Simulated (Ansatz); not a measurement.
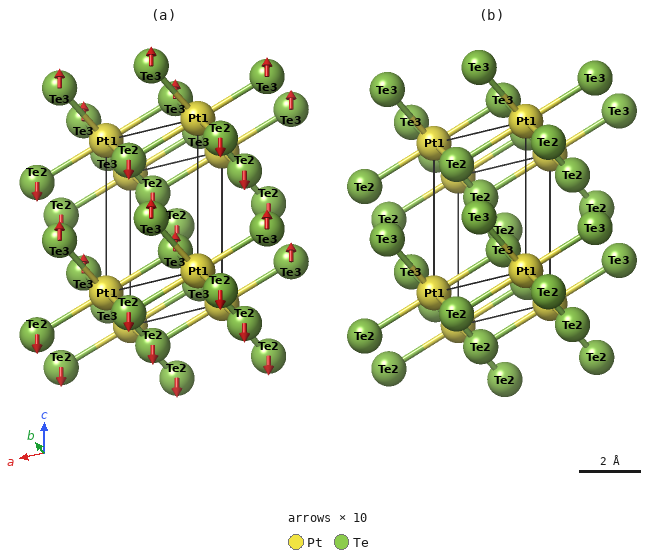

The structure of crystalline Te2Pt (set up in P-3m1) before (left) and after (right) a relaxation, at one scale. The red arrows give the displacements (the part carried along by the change of the cell is left out), magnified 10 times.

Style: ball-and-stick. Shown: the cell of the calculation, from a free direction.

The run lets cell and atoms move.

All numbers below come from Kohn-Sham DFT of a periodic cell, LDA, Ansatz PAW (Ansatz).

The input:
```yaml
crystal:
  lattice:
    - [4.01, 0.0, 0.0]
    - [-2.005, 3.4727618692, 0.0]
    - [0.0, 0.0, 5.201]
  atoms:
    - { symbol: Pt, position: [0.0, 0.0, 0.0] }
    - { symbol: Te, position: [0.6666666667, 0.3333333333, 0.75] }
    - { symbol: Te, position: [0.3333333333, 0.6666666667, 0.25] }
hamiltonian:
  xc: lda
  pseudopotentials: { kind: paw }
kpoints:
  mp_grid: { grid: [8, 8, 5] }
scf:
  occupations: { method: fermi_dirac, width: 0.05 }
output:
  forces: true
  stress: true
relax:
  f_tol: 0.01
  max_steps: 40
  cell: { stress_tol: 0.05 }
```

Command:
```bash
ansatz run input.yaml --threads 2 --pin off --max-ram 5632MiB --backend cpu --events-out ev --progress --plain --runs-dir out
```

Q: Describe what moved and what it gained.

A: The energy falls by 11.6 meV per atom in 4 accepted moves (6 points after the start). Largest force component: 0.59 eV/Å at the start, 0.00018 eV/Å at the end. Pressure: 1.94 GPa at the start and 0.00 GPa at the end. The line search rejected the trial step at point 1 of the run. The SCF was repeated once at an unchanged geometry on a basis and grid sized afresh for the cell, which shifted the energy by 0.1 meV per atom at most. The largest moves relative to the cell, 0.067 Å, are those of Te2 and Te3. Te3 goes along +c. Pt stays in place. The volume changes by −1.5 %, with a = b 4.010 → 4.018 Å (+0.2 %), c 5.201 → 5.103 Å (−1.9 %). Some distances before and after: Pt1–Te2 2.655 → 2.680 Å. The space group stays P-3m1 (No. 164). At step 1 the optimiser overshot: the energy rose above the start, and later steps came back. Cost: 18 s on 2 threads of Intel(R) Xeon(R) Platinum 8375C CPU @ 2.90GHz (Ice Lake), on a shared host, peak memory 0.42 GiB.

Limits of the set-up: layers or molecules are held without a dispersion correction, so their spacing is unreliable.
